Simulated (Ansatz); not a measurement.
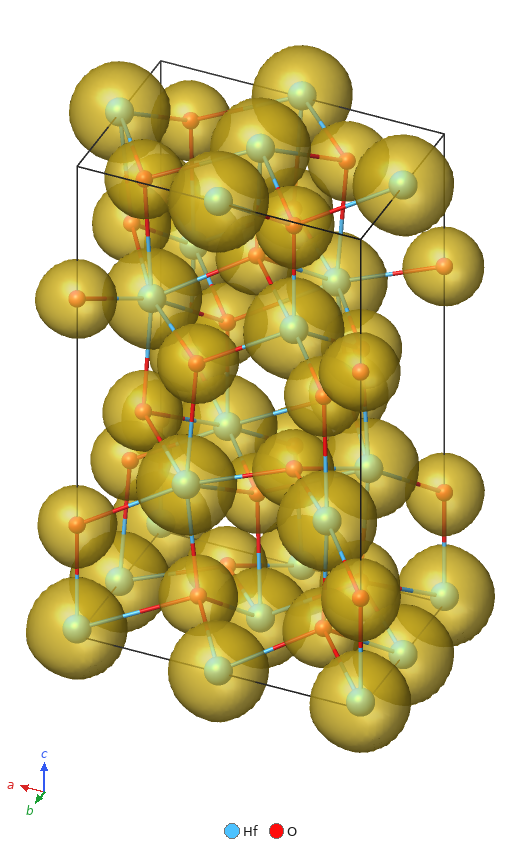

Figure 1: HfO₂. Isosurface of the valence charge density (pseudo) at 1 e/Å³ (yellow), seen at an oblique angle. Sticks mark near contacts.

Space group R3m; a generated structure, not necessarily the stable one; computed pressure about −10 GPa in this cell.

The calculation used DFT PBEsol, scalar-relativistic, plane waves, PAW in Ansatz 0.2.0.

Core electrons are frozen (PAW), and the valence fields are smoothed inside the atomic spheres.

Which contacts does the surface bridge?

At this value the density breaks into separate islands; it holds about 80 % of the electrons treated as valence (semicore included). It bridges none of the near contacts. It is pinched off along the shortest Hf–O (2.02 Å), Hf–O (2.11 Å), Hf–O (2.17 Å) and Hf–O (2.28 Å) contacts. On the grid the lowest density along these lines, outside the cores, is 0.86 e/Å³ (Hf–O, 2.02 Å), 0.68 e/Å³ (Hf–O, 2.11 Å), 0.6 e/Å³ (Hf–O, 2.17 Å) and 0.44 e/Å³ (Hf–O, 2.28 Å).
